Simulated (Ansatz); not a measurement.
The structure in question:

```
CELL_PARAMETERS angstrom
5.11583 0.00000 0.00000
0.00000 5.11583 0.00000
0.00000 0.00000 5.11583
ATOMIC_POSITIONS crystal
Zr 0.00000 0.00000 0.00000
O 0.25000 0.75000 0.75000
O 0.25000 0.25000 0.75000
Zr 0.00000 0.50000 0.50000
O 0.25000 0.25000 0.25000
O 0.25000 0.75000 0.25000
Zr 0.50000 0.00000 0.50000
O 0.75000 0.75000 0.25000
O 0.75000 0.25000 0.25000
Zr 0.50000 0.50000 0.00000
O 0.75000 0.25000 0.75000
O 0.75000 0.75000 0.75000
```

**Describe what this structure looks like.**

The structure is one of ZrO2. Its lattice is face-centred cubic, its space group Fm-3m (No. 225). Among the common structure types it is fluorite (CaF₂ type). With Z = 4, the cell contains 4 Zr, 8 O. Zr is linked to eight O in a cubic arrangement at 2.22 Å. O is coordinated by four Zr in a tetrahedral arrangement at 2.22 Å. Not all metal-metal contacts are counted. The bonds build a three-dimensional framework.

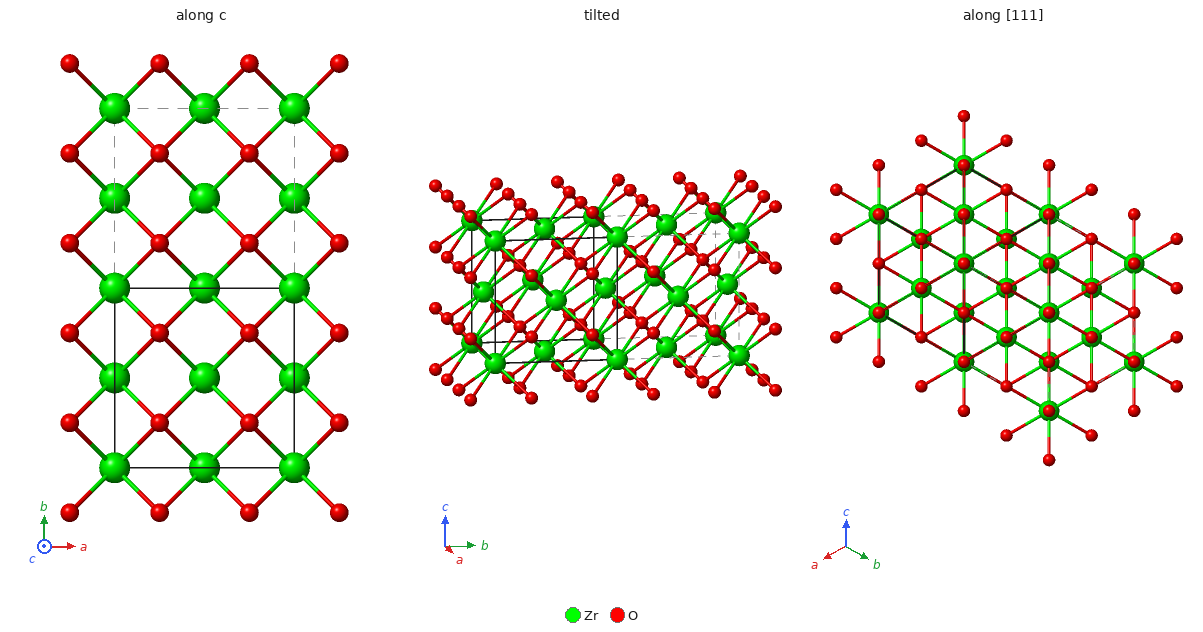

We look at a ball-and-stick model of the crystal along the c axis, slightly off an axis and along [111]. Solid lines give the conventional unit cell, repeated here 1×2×1 times. A few atoms beyond the faces are included.

Origin of the cell: a structure listed in the Materials Project. Earlier steps of the study may have refined or changed the cell and positions. A calculation with Ansatz used it as input.
